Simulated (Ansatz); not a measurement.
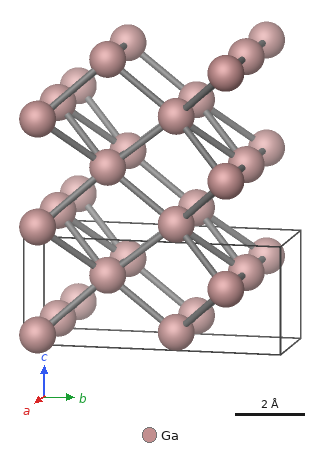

Starting structure of crystalline Ga (set up in Cmcm). A ball-and-stick model of the conventional cell (2 times the calculation's cell), repeated 2 × 1 × 3 with one cell outlined, seen slightly off an axis. Lengths and directions refer to the drawn axes.

Case: relaxed at 15 GPa.

All numbers below come from DFT LDA, scalar-relativistic, plane waves, PAW (Ansatz 0.2.0).

The input:
```yaml
crystal:
  lattice:
    - [1.3215556369, -3.8405990452, 0.0]
    - [1.3215556369, 3.8405990452, 0.0]
    - [0.0, 0.0, 3.2044162605]
  atoms:
    - { symbol: Ga, position: [0.8666003887, 0.1333996113, 0.25] }
    - { symbol: Ga, position: [0.1333996113, 0.8666003887, 0.75] }
basis:
  ecutwfc: 420
kpoints:
  mp_grid: { grid: [16, 16, 14] }
hamiltonian:
  xc: lda
scf:
  occupations: { method: fermi_dirac, width: 0.15 }
output:
  forces: true
  stress: true
  eigenvalues: true
relax:
  adjacent_minimum: "off"
  f_tol: 0.001
  max_steps: 60
  cell: { stress_tol: 0.02, p_target: 15.0 }
```

Run as
```bash
ansatz run input.yaml --threads 1 --pin off --max-ram 3072MiB --backend cpu --events-out ev --progress --plain --runs-dir out
```

Where does the relaxation end?

Answer. The atoms keep their places relative to the cell (all moves are under 0.005 Å). The volume changes by −8.6 %, with a 2.643 → 2.565 Å (−3.0 %), b 7.681 → 7.523 Å (−2.1 %), c 3.204 → 3.082 Å (−3.8 %). Some distances before and after: Ga1–Ga1 2.643 → 2.565 Å, Ga1–Ga2 2.743 → 2.667 Å, Ga1–Ga2 (another image) 2.601 → 2.527 Å. The space group stays Cmcm (No. 63). The energy rises by 83.8 meV per atom in 6 accepted moves (7 points after the start). With the target pressure of 15 GPa, the enthalpy E + pV changes by −47.1 meV per atom. Largest force component: 0.00014 eV/Å at the start, 0.00016 eV/Å at the end. The pressure goes from 5.00 to 15.00 GPa. The SCF was repeated once at an unchanged geometry on a basis and grid sized afresh for the cell, which shifted the energy by 0.3 meV per atom at most.

History of the run:

| step | E − E(0), meV/atom | largest force component, eV/Å | pressure, GPa | volume, Å³/atom | note |
| --- | --- | --- | --- | --- | --- |
| 0 | 0.00 | 0.0001 | 5.00 | 16.264 |  |
| 1 | 105.06 | 0.0995 | 16.97 | 14.656 |  |
| 2 | 79.95 | 0.0220 | 14.65 | 14.906 |  |
| 3 | 83.24 | 0.0056 | 14.99 | 14.869 |  |
| 4 | 83.43 | 0.0021 | 15.01 | 14.867 |  |
| 5 | 83.47 | 0.0018 | 15.00 | 14.867 |  |
| 6 | 83.45 | 0.0000 | 15.00 | 14.867 |  |
| 7 | 83.75 | 0.0002 | 15.00 | 14.867 | same geometry, new basis |

After the run, drawn alike:

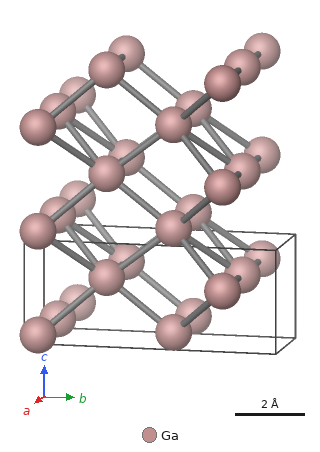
